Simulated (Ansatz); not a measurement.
Consider GaP.

Input file:

```
crystal:
  lattice:
    - [0.0, 3.0897736451, 2.1844699671]
    - [3.0897736451, 0.0, 2.1844699671]
    - [3.0897736451, 3.0897736451, 0.0]
  atoms:
    - { symbol: Ga, position: [0.0, 0.0, 0.0] }
    - { symbol: P, position: [0.75, 0.75, 0.75] }
basis:
  ecutwfc: 420
kpoints:
  mp_grid: { grid: [10, 10, 10] }
hamiltonian:
  xc: pbe
scf:
  occupations: { method: gaussian, width: 0.05 }
output:
  forces: true
  stress: true
  eigenvalues: true
  write_density: true
  write_potential: true
  elf: true
  volumetric_format: npy
```

Run with:

```sh
ansatz run input.yaml --threads 1 --pin off --max-ram 2560MiB --backend cpu --events-out ev --progress --plain --runs-dir out
```

Below, planes, directions and counts refer to the conventional cell (a = 4.37 Å, b = 4.37 Å, c = 4.37 Å, α = 90.00°, β = 90.00°, γ = 90.00°).

Space group I-4m2; computed pressure about −3 GPa in this cell.

These are results of DFT PBE, scalar-relativistic, plane waves, PAW in Ansatz, not measurements.

Predict the valence pseudo-density and electron localisation function between the atoms.

Answer. Ga–P (2.44 Å): the density is about 0.47 e/Å³ at the midpoint; the ELF peaks at about 0.90 in the valence shell of P, 0.9 Å from its nucleus, and is about 0.75 at the midpoint.

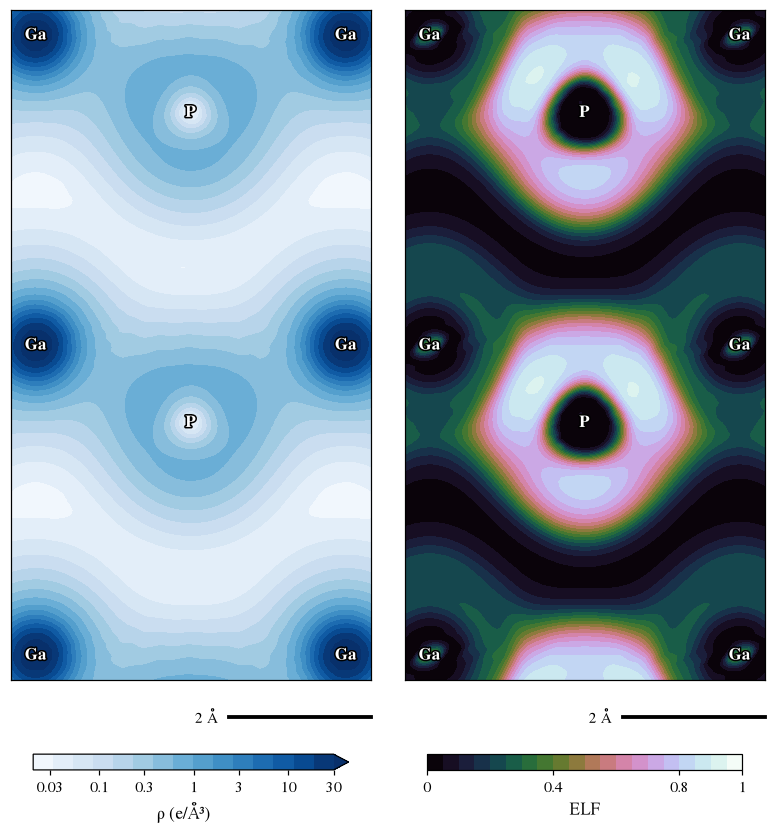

Computed valence pseudo-density and electron localisation function on the (100) plane of the conventional cell, in this order. 

Core electrons are frozen (PAW), and the valence fields are smoothed inside the atomic spheres.
